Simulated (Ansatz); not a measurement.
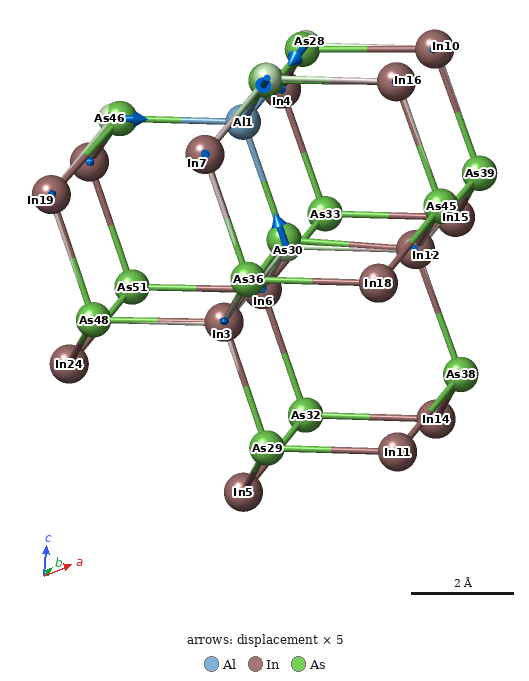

This is a relaxation of a defect cell of composition AlIn26As27. The starting structure is drawn faded, the final one solid; blue arrows show the displacements, magnified 5 times.

The picture is a ball-and-stick view of the atoms within 5.8 Å of the atom that moves most (axes of the cell of the calculation), seen slightly off an axis.

Method: DFT, PBE, plane-wave PAW, default files, scalar-relativistic, frozen cores in Ansatz. (plane-wave cutoff 420 eV; k-point mesh 2 × 2 × 2; occupations fermi dirac; smearing width 0.01 eV; no spin polarisation; potentials kind: paw, frozen_core: stored; atoms relaxed in a fixed cell; force threshold 0.02 eV/Å; at most 50 steps)

> Atoms of which element are displaced furthest, and by how much?

Arsenic: up to 0.14 Å, against 0.03 Å for indium.

> What happened in the run?

The largest moves, 0.14 Å, are those of As atoms. By element the largest moves are As 0.14 Å, In 0.03 Å. Al stays in place. The cell stays as it was. Some distances before and after: Al–As 2.623 → 2.480 Å, As–In 2.623 → 2.646 Å. Among the angles between lasting bonds that change: As–In–As 109.5° → 112.8°, In–As–In 109.5° → 106.7°, Al–As–In 109.5° → 112.1°. After 3 geometry steps the energy has fallen by 0.329 eV per cell of the calculation. The largest force component goes from 0.61 to 0.015 eV/Å. Cost: 120 s on 4 threads of Intel(R) Xeon(R) Platinum 8488C (Sapphire Rapids) (shared host), peak memory 6.3 GiB.
